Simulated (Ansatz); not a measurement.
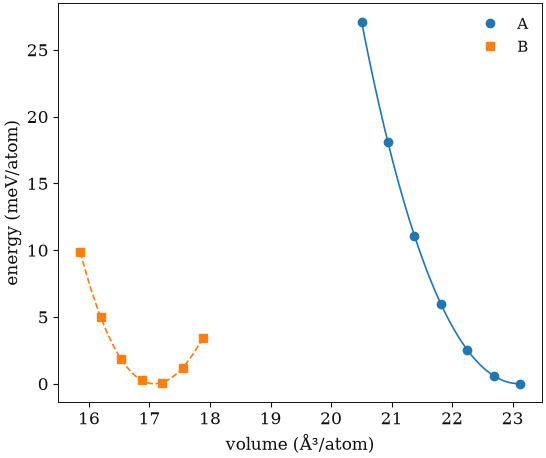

The figure compares two calculations of the energy against volume, each curve from its own zero. The first is for NaCl, space group Fm-3m (No. 225).

The cell holds 2 atoms.

How it was computed, with Ansatz 0.2.0: all-electron LAPW DFT, no spin polarisation; energies at scaled volumes of the given cell, shape and fractions fixed, counted from the fit's minimum, third-order Birch-Murnaghan fit. Level: PBE.

k mesh 8×8×8; occupations Fermi–Dirac; smearing width 0.05 eV; potentials all electron LAPW, scalar relativistic; program settings basis error eV/atom 0.0005.

In the second, Na is replaced by Li on all its sites, which gives LiCl in the same structure. The second calculation uses k mesh 9×9×9.

Q: Which of A and B is the second calculation, and what did the change do?

A: B. The equilibrium volume falls from 23.11 to 17.08 Å³/atom (−26 %) and the bulk modulus rises from 23.6 to 31.7 GPa (+34 %).

For NaCl, limits of the calculation: the fit and the printed pressures don't fully agree, or the minimum lies near the end of the range.

V0 and the bulk modulus come from third-order Birch–Murnaghan fits.
